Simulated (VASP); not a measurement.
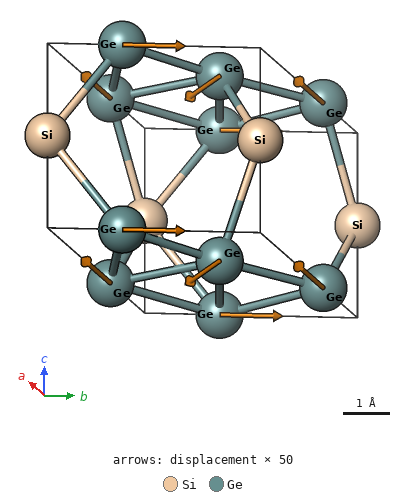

This is a relaxation of crystalline SiGe$_{3}$ (a generated structure, set up in P-62m). The starting structure is drawn; orange arrows show the displacements (the part carried along by the change of the cell is left out), magnified 50 times.

The picture is a ball-and-stick view of the cell of the calculation, seen from a free direction.

The run lets cell and atoms move.

All numbers below come from VASP 6.6.1, Kohn-Sham DFT of a periodic cell, PBE, VASP PAW PBE potentials, recommended.

Input file:
```
PREC = Normal
ENCUT = 520
EDIFF = 1E-4
ISMEAR = 0
SIGMA = 0.15
LREAL = False
LASPH = True
NELM = 60
ALGO = Fast
ISIF = 3
LWAVE = False
LCHARG = False
GGA = PE
IBRION = 2
NSW = 24
EDIFFG = -0.08
```

Command:
```bash
cat potpaw_PBE.64/Si/POTCAR potpaw_PBE.64/Ge_d/POTCAR > POTCAR
mpirun -np 1 vasp_std > vasp.out
```

Atoms of which element are displaced furthest, and by how much?

Germanium: up to 0.028 Å, against 0.000 Å for silicon.

What did the optimiser do to the structure, and how much energy did it gain?

After 16 geometry steps the energy has fallen by 249 meV per atom. Largest force component: 0.74 eV/Å at the start, 0.0086 eV/Å at the end. The pressure goes from 3.27 to −0.26 GPa. The largest moves relative to the cell, 0.028 Å, are those of Ge atoms. Si stays in place. The volume changes by −1.7 %, with a = b 4.675 → 5.209 Å (+11.4 %), c 4.539 → 3.594 Å (−20.8 %). Some distances before and after: Ge–Ge 2.847 → 3.222 Å, Ge–Ge 2.628 → 2.906 Å, Ge–Si 2.802 → 2.586 Å. Among the angles between lasting bonds that change: Ge–Si–Ge 108.2° → 88.0°, Si–Ge–Si 108.2° → 88.0°, Ge–Si–Ge 61.1° → 77.0°. The space group stays P-62m (No. 189).
